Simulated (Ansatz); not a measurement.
# Phonon calculation, with input and output: GaO (part 2 of 2)

GaO (8 atoms in the cell); DFT PBE, scalar-relativistic, plane waves, PAW, no spin polarisation (Ansatz 0.2.0); cutoff 420 eV, 12×12×2 k-mesh, fixed occupations. It belongs to a series of runs on one base structure; here: phonon dispersion, density of states and thermodynamics.

Geometry of the input (Å; fractional positions):
```
3.1047  0.0000  0.0000
-1.5523  2.6887  0.0000
0.0000  0.0000  13.9146
Ga 0.3333  0.6667  0.1600
Ga 0.6667  0.3333  0.6600
Ga 0.3333  0.6667  0.3400
Ga 0.6667  0.3333  0.8400
O  0.3333  0.6667  0.6077
O  0.6667  0.3333  0.1077
O  0.3333  0.6667  0.8923
O  0.6667  0.3333  0.3923
```

## What the program printed, continued
```
  k-point 85: bands = ["-12.0475", "-12.0475", "-12.0140", "-12.0140", "-7.5930", "-7.5930", "-7.5553", "-7.5553", "-7.4955", "-7.4955", "-7.4636", "-7.4636", "-7.4046", "-7.4046", "-7.3966", "-7.3966", "-7.3214", "-7.3214", "-7.1893", "-7.1893", "-6.9340", "-6.9340", "-6.8061", "-6.8061", "-0.3803", "-0.3803", "0.2852", "0.2852", "1.7924", "1.7924", "2.0999", "2.0999", "2.9985", "2.9985", "3.8381", "3.8381", "5.9850", "5.9850", "10.1724", "10.1724", "11.8492", "11.8492", "12.4410", "12.4410", "14.0416", "14.0416"]
--- Phonons (Γ-DFPT): 4 representative perturbations + reference, on 86 of 288 k-points (Σ response iterations 15) ---
  k mesh reduced under 2 symmetry operations, with k and −k counted as one. Each operation leaves every solved perturbation unchanged. A smaller set is not considered because the run solves the response to a homogeneous field
  ASR residual: 6.118e-5 → 0.000e0 eV/Å²; symmetrization residual: 1.445e-5 eV/Å²
  ASR residual per site (eV/Å²): 1.12e-5 1.12e-5 1.12e-5 1.12e-5 6.12e-5 6.12e-5 6.12e-5 6.12e-5
  Γ frequencies (cm⁻¹): 0.00 0.00 0.00 19.00 21.90 21.90 74.84 74.84 77.56 77.56 196.17 197.53 402.57 451.30 451.30 451.48 451.48 451.99 451.99 452.18 452.18 477.38 487.17 490.71
  ε∞ (high-frequency dielectric tensor):
        5.296258     0.000000     0.000000
        0.000000     5.296258     0.000000
        0.000000     0.000000     3.696620
  ε⁰ (static dielectric tensor: ions relaxed, cell fixed):
        9.098368     0.000000     0.000000
        0.000000     9.098368     0.000000
        0.000000     0.000000     5.036748
  ε⁰ − ε∞ (ionic part):
        3.802110     0.000000     0.000000
        0.000000     3.802110     0.000000
        0.000000     0.000000     1.340128
  softest optical mode at Γ: 19.00 cm⁻¹; the repairs (sum rule, projections) moved no ω² at Γ by more than (2.63 cm⁻¹)²
  Born effective charges Z* (e; rows j = field, columns β = displacement):
    site 0:
         2.43959    0.00000    0.00000
        -0.00000    2.43959    0.00000
        -0.00000   -0.00000    1.29145
    site 1:
         2.43959   -0.00000   -0.00000
        -0.00000    2.43959   -0.00000
         0.00000    0.00000    1.29145
    site 2:
         2.43959    0.00000   -0.00000
         0.00000    2.43959   -0.00000
         0.00000    0.00000    1.29145
    site 3:
         2.43959    0.00000   -0.00000
         0.00000    2.43959    0.00000
         0.00000   -0.00000    1.29145
    site 4:
        -2.43959   -0.00000    0.00000
        -0.00000   -2.43959    0.00000
        -0.00000   -0.00000   -1.29145
    site 5:
        -2.43959    0.00000   -0.00000
         0.00000   -2.43959    0.00000
         0.00000    0.00000   -1.29145
    site 6:
        -2.43959   -0.00000   -0.00000
        -0.00000   -2.43959   -0.00000
         0.00000    0.00000   -1.29145
    site 7:
        -2.43959   -0.00000   -0.00000
         0.00000   -2.43959   -0.00000
         0.00000   -0.00000   -1.29145
  Z* charge neutrality: 3.286e-2 e pre-enforcement
  solved inside a basis spanned on kpoints, on 14×14×4 k-points, its susceptibility summed on 16×16×4: ε∞ is read to err by 3.6e-2, Z* by 2.3e-2 e (field_mesh: kpoints solves on kpoints); Z* is corrected for what the basis lacks
  optical modes at Γ without the LO–TO term, one row a degenerate level:
      ω (cm⁻¹)  modes    IR ((D/Å)²/amu)
         19.00      1             0.0000
         21.90      2             0.0000
         74.84      2             0.0000
         77.56      2             0.0000
        196.17      1             0.0000
        197.53      1             0.0000
        402.57      1            11.8277
        451.30      2             0.0000
        451.48      2            84.4131
        451.99      2             0.0000
        452.18      2             0.0000
        477.38      1             0.0000
        487.17      1             0.0000
        490.71      1             0.0000
  optical modes at Γ + LO–TO along q̂ = [1.0000, 0.0000, 0.0000]:
      ω (cm⁻¹)  modes    IR ((D/Å)²/amu)
         19.00      1             0.0000
         21.90      2             0.0000
         74.84      2             0.0000
         77.56      2             0.0000
        196.17      1             0.0000
        197.53      1             0.0000
        402.57      1            11.8277
        451.30      2             0.0000
        451.48      1            42.2065
        451.99      2             0.0000
        452.18      2             0.0000
        477.38      1             0.0000
        487.17      1             0.0000
        490.71      1             0.0000
        591.75      1            42.2065
  optical modes at Γ + LO–TO along q̂ = [0.0000, 1.0000, 0.0000]:
      ω (cm⁻¹)  modes    IR ((D/Å)²/amu)
         19.00      1             0.0000
         21.90      2             0.0000
         74.84      2             0.0000
         77.56      2             0.0000
        196.17      1             0.0000
        197.53      1             0.0000
        402.57      1            11.8277
        451.30      2             0.0000
        451.48      1            42.2065
        451.99      2             0.0000
        452.18      2             0.0000
        477.38      1             0.0000
        487.17      1             0.0000
        490.71      1             0.0000
        591.75      1            42.2065
  optical modes at Γ + LO–TO along q̂ = [0.0000, 0.0000, 1.0000]:
      ω (cm⁻¹)  modes    IR ((D/Å)²/amu)
         19.00      1             0.0000
         21.90      2             0.0000
         74.84      2             0.0000
         77.56      2             0.0000
        196.17      1             0.0000
        197.53      1             0.0000
        451.30      2             0.0000
        451.48      2            84.4131
        451.99      2             0.0000
        452.18      2             0.0000
        469.91      1            11.8277
        477.38      1             0.0000
        487.17      1             0.0000
        490.71      1             0.0000
--- Phonons (arbitrary-q DFPT): 3 irreducible q on the 3×3×1 mesh ---
  q = [0.0000, 0.0000, 0.0000] (star 1, of the zone-centre solve; hermiticity 1.33e-6, symmetrization 4.49e-7): -0.00 -0.00 0.00 19.00 21.90 21.90 74.84 74.84 77.56 77.56 196.17 197.53 402.57 451.30 451.30 451.48 451.48 451.99 451.99 452.18 452.18 477.38 487.17 490.71
  q = [0.0000, 0.3333, 0.0000] (star 6, 6 solved perturbations on 156 of 288 k-point pairs; hermiticity 4.83e-7, symmetrization 3.47e-13): 83.34 87.55 114.62 117.23 140.39 141.94 167.51 169.86 213.00 215.37 217.38 220.41 385.71 397.55 414.61 431.99 459.24 460.79 461.47 463.01 521.49 534.36 569.47 579.91
  q = [0.3333, 0.3333, 0.0000] (star 2, 4 solved perturbations in 436 linear systems a pass and spin channel, the states on 156 of 288 k-point pairs; hermiticity 7.56e-7, symmetrization 3.73e-7): 97.34 97.34 146.27 146.27 202.64 205.40 215.78 216.04 216.04 217.55 224.09 224.09 407.59 407.59 412.15 412.15 483.19 483.19 512.22 513.96 517.39 519.13 541.07 541.07
  sum rule: each row above includes the acoustic sum rule's correction from the zone centre's row sums; it moved no ω² by more than (1.02 cm⁻¹)²
  mesh force constants: q→R imaginary residual 1.51e-16; ASR residual 6.118e-5 → 0.000e0 eV/Å²; symmetrization residual 8.882e-15 eV/Å²
  interpolated dispersion: 76 rows × 24 modes
  density of states and harmonic sums: on the 24×24×5 q-mesh, interpolated from the force constants of a 3×3×1 supercell (with the dipole–dipole term)
  largest difference from the sums on the solved wave vectors: F 5.46e-2 eV, S 8.30e-5 and C_V 2.78e-5 eV/K
  zero-point energy: 0.468049 eV/cell   skipped modes (ω ≤ 0): 5, of them read as no rigid motion or as one in doubt: 2 (6.250e-3 modes/cell left out, lowest -5.41 cm⁻¹)   left out of the sums: 3.04e-4 of the cell's modes: C_V's classical limit lies that fraction below 3 k_B per atom; for a crystal, a wire or a layer, F and S can be off by more, and a phonons.interpolated_qmesh denser along its periods is the remedy for the sampling
```

## File phthermo.tsv
```
# format = ansatz-phthermo/1
# interpolated_qmesh = 24 24 5
# force_constants_supercell = 3 3 1
# non_analytic_term = included (the dipole-dipole term of the run's Born effective charges and high-frequency dielectric tensor (where they are solved with the displacements' responses and are means over more operations than the force constants, of those that the k mesh gives, averaged as the force constants are; where they are of points inside a basis, what they differ from the k mesh's own by stays in what lies between the sampled wave vectors) is in the interpolated dynamical matrix, and no dipole-quadrupole or higher term is, so what lies between sampled wave vectors stays as converged as the mesh, the term itself as its tensors are in theirs, and near GAMMA the transverse optical and acoustic branches of a crystal with a site that is no centre of inversion can stay off; a row of a path at GAMMA holds the limit along its piece of the path (the whole path, where it does not jump; a piece that never leaves GAMMA stands at zero macroscopic field), a row of a mesh at GAMMA stands at zero macroscopic field with that point's weight, and on a cell with vacuum the term is the periodic stack's, or with phonons.isolated the sheet's or wire's own, and can move a branch further from a solve)
# zero_point_energy_ev = 4.6804919999e-1
# n_skipped_modes = 5
# share_of_modes_left_out = 3.0381944444e-4
# vibrations_at_or_below_zero_n_entries = 2
# vibrations_at_or_below_zero_modes_per_cell = 6.2500000000e-3
# vibrations_at_or_below_zero_lowest_omega_inv_cm = -5.409
# rigid_motions_known_by = declared
# t_k	f_vib_ev	s_ev_per_k	c_v_ev_per_k
0.0000	4.6804919999e-1	0.0000000000e0	0.0000000000e0
100.0000	4.4915364201e-1	5.1138475267e-4	7.4833094225e-4
200.0000	3.6126630159e-1	1.2338037658e-3	1.3526608152e-3
300.0000	2.0610333432e-1	1.8490822333e-3	1.6653388556e-3
400.0000	-4.7690545065e-3	2.3516264403e-3	1.8186886054e-3
500.0000	-2.6132720151e-1	2.7671334988e-3	1.9006430186e-3
600.0000	-5.5605728669e-1	3.1182565386e-3	1.9485607095e-3
700.0000	-8.8337323789e-1	3.4210588671e-3	1.9787083080e-3
800.0000	-1.2390331005e0	3.6866752654e-3	1.9988053517e-3
900.0000	-1.6197328335e0	3.9229571017e-3	2.0128324860e-3
1000.0000	-2.0228375936e0	4.1355832641e-3	2.0229927382e-3
```

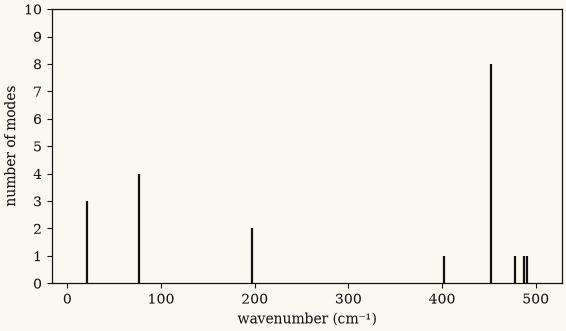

Fig. 1: Optical phonons at the zone centre (no LO–TO term); neighbouring modes closer than 3 cm⁻¹ are counted in one stick. 21 modes from 19 to 491 cm⁻¹, none imaginary.

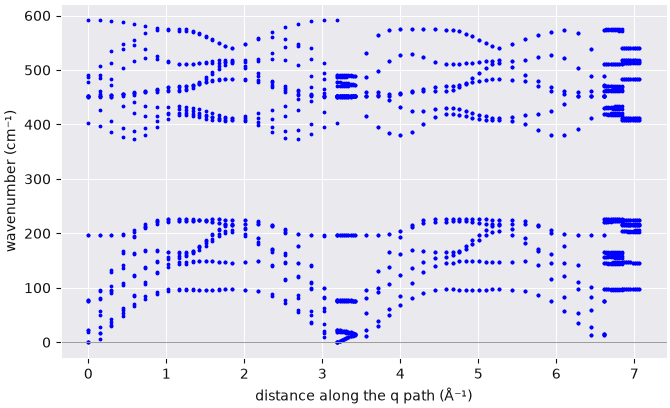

Fig. 2: Phonon frequencies along the path of the input (imaginary ones negative). The highest is 592 cm⁻¹; no branch is clearly imaginary on this path.

## Summary

| quantity | value |
| --- | --- |
| outcome | converged |
| space group (tolerance 0.01 Å) | P6₃/mmc (194) |
| electrons treated | 76 |
| free energy | −17403.4141 eV |
| Fermi energy | 6.059 eV |
| gap on the k-point mesh | 1.21 eV |
| ε∞ (xx, yy, zz) | 5.30, 5.30, 3.70 |
| Born charges (mean of the diagonal) | all 4 Ga atoms (2.06 e); all 4 O atoms (−2.06 e) |
| wall time | 7.4 min (CPU time 27 min) |
| peak memory | 2.4 GiB |

## Notes

Notes on the run: the k-point mesh is coarse for the field response.
